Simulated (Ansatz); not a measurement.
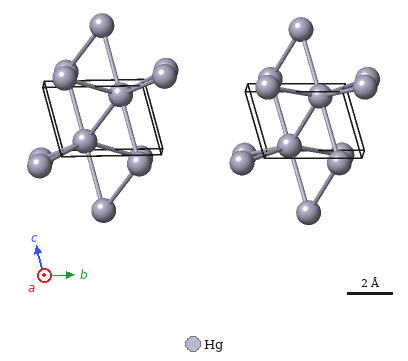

Two geometries of a crystal of Hg (built on the Bi_12 type), drawn at one scale. One is the start of a relaxation, the other its converged end. A ball-and-stick model of the cell of the calculation, seen from a free direction.

Method: DFT PBE, scalar-relativistic, plane waves, PAW in Ansatz. Settings: plane-wave cutoff 420 eV; k-point mesh 12 × 12 × 18; occupations gaussian; smearing width 0.1 eV; no spin polarisation; cell and atoms relaxed; force threshold 0.01 eV/Å; at most 80 steps.

Which of the two is the end point?

The right one is the relaxed one. Case: Bi type (C2/m, No. 12). The largest moves relative to the cell, 0.18 Å, are those of Hg atoms. The drawn cell changes as follows: a = b 4.553 → 4.436 Å (−2.6 %), c 3.321 → 3.226 Å (−2.9 %), α 104.9° → 106.7°, β 104.9° → 106.7°, γ 85.0° → 86.3°; the volume changes by −9.4 %. Near-neighbour distances that change, for instance: Hg–Hg 3.336 → 3.194 Å, Hg–Hg 3.228 → 3.094 Å, Hg–Hg 3.321 → 3.226 Å, Hg–Hg 3.175 → 3.128 Å. Bond angles that change, for instance: Hg–Hg–Hg 144.6° → 157.5°. The space group stays C2/m (No. 12). The energy falls by 11.3 meV per atom in 8 accepted moves (10 points after the start). The largest force component goes from 0.059 to 0.00034 eV/Å. Pressure: −0.74 GPa at the start and −0.02 GPa at the end. The line search rejected the trial step at point 6 of the run. The SCF was repeated once at an unchanged geometry on a basis and grid sized afresh for the cell, which shifted the energy by 0.8 meV per atom at most.
